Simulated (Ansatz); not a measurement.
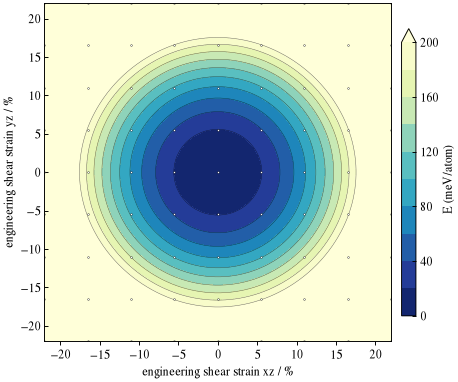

Si7Ge (P-43m, No. 215; 8 atoms in the cell). The energy is mapped over two homogeneous strains (x, y and z along the cube axes). Coordinates scanned: (1) engineering shear strain xz; (2) engineering shear strain yz. Nothing is relaxed (fractional coordinates fixed). The scan uses a 9 × 9 grid; 15 points were computed and 66 follow by symmetry. Points are written as (first, second). Energies: meV/atom, counted from the lowest grid point. The band gap closes in part of the range. The calculation used DFT PBEsol, scalar-relativistic, plane waves, PAW (Ansatz 0.2.0). Settings: cutoff 420 eV, k-mesh 6×6×6, gaussian smearing 0.03 eV, no spin polarisation.

In the figure: filled contours, dots at the grid points, one colour for all values above the top of the scale. Between grid points the surface is interpolated.

Where is the minimum, and how stiff is the crystal against these two strains (in GPa)?

Answer. The interpolated minimum is at 0.0 % and 0.0 %. Divided by the cell volume of 162.7 Å³, the second derivatives of the energy there are about 101 GPa along the first strain and 101 GPa along the second, with a cross term of about 0 GPa (clamped ions). Round the minimum the contours are nearly round: the two directions are equally stiff and uncoupled.

PAW datasets: the set soft_1.
